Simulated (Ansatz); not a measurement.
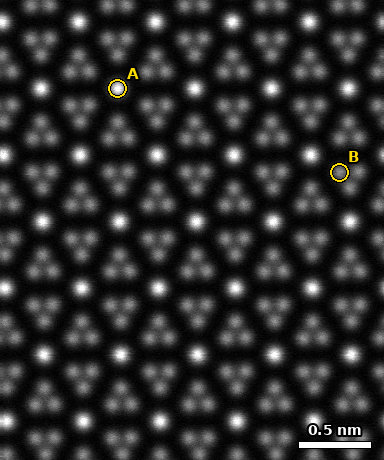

Integrated-DPC-like image of Ir (Ia-3, No. 206) along [111]. Simulated as the projected potential of neutral atoms (B = 0.5 Å²) blurred by a 0.71 Å probe, the thin-sample limit of integrated differential phase contrast. Shot noise and a slight drift were added. Structure used: coordinates from a relaxation with DFT PBE, scalar-relativistic, plane waves, PAW in Ansatz; the starting structure was generated, so it need not be a known form of this composition.

```cif
data_structure
_symmetry_space_group_name_H-M 'Ia-3'
_symmetry_Int_Tables_number 206
_cell_length_a 6.6693
_cell_length_b 6.6693
_cell_length_c 6.6693
_cell_angle_alpha 90.000
_cell_angle_beta 90.000
_cell_angle_gamma 90.000
_cell_volume 296.65
loop_
_atom_site_label
_atom_site_type_symbol
_atom_site_symmetry_multiplicity
_atom_site_Wyckoff_symbol
_atom_site_fract_x
_atom_site_fract_y
_atom_site_fract_z
_atom_site_occupancy
Ir1 Ir 16 c 0.12259 0.12259 0.12259 1
```

**Name the elements in each circled column.**

A: Ir (2 Ir per 5.78 Å along the beam; the brightest kind). B: Ir (1 Ir per 5.78 Å along the beam; about 50 % of the brightest peak). Brightness is counted from the darkest point of the image.
